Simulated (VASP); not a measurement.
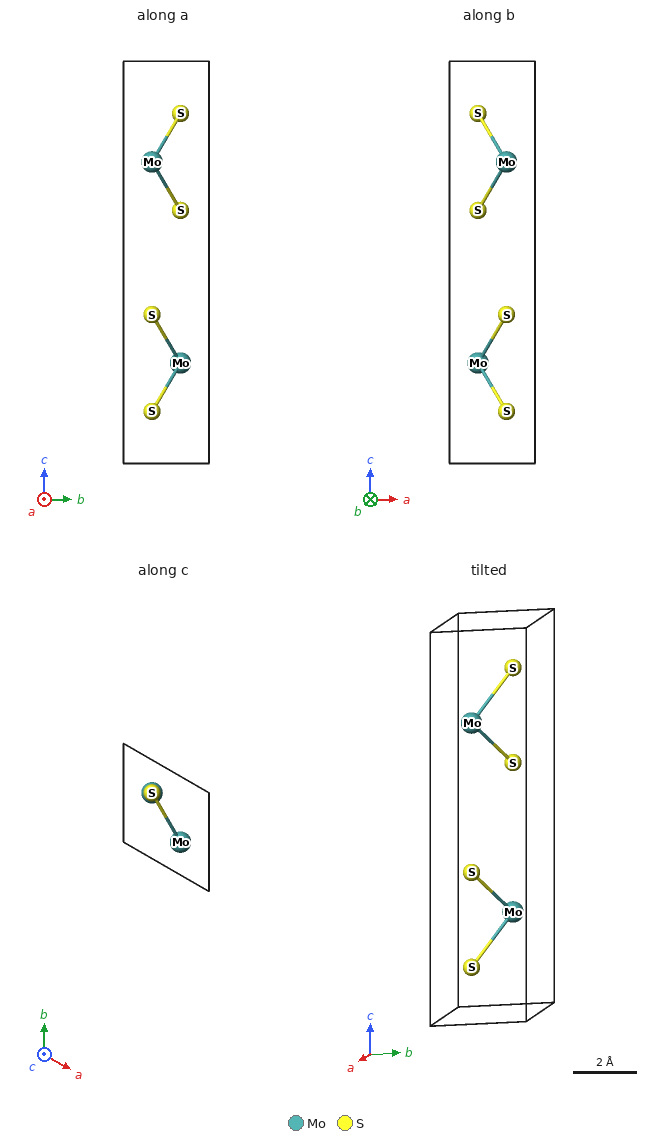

The crystal in a ball-and-stick representation, seen along the a axis, along the b axis, along the c axis and slightly off an axis. The conventional unit cell is drawn as a box.

Lattice parameters: a = 3.1730 Å, b = 3.1730 Å, c = 12.9333 Å, α = 90.000°, β = 90.000°, γ = 120.000°.

### Give the structure in the form of a CIF with its space group and independent sites, with free fractional coordinates to two decimals.

```cif
data_structure
_symmetry_space_group_name_H-M 'P 63/m m c'
_symmetry_Int_Tables_number 194
_cell_length_a 3.1730
_cell_length_b 3.1730
_cell_length_c 12.9333
_cell_angle_alpha 90.000
_cell_angle_beta 90.000
_cell_angle_gamma 120.000
_cell_volume 112.77
loop_
_atom_site_label
_atom_site_type_symbol
_atom_site_symmetry_multiplicity
_atom_site_Wyckoff_symbol
_atom_site_fract_x
_atom_site_fract_y
_atom_site_fract_z
_atom_site_occupancy
Mo1 Mo 2 c 0.3333 0.6667 0.25 1
S1 S 4 f 0.6667 0.3333 0.37 1
```

The cell started as a structure type filled with these elements by a generator (whether the compound takes this form wasn't checked). The cell was then strained or its atoms displaced on purpose. It was run through VASP as a DFT input.
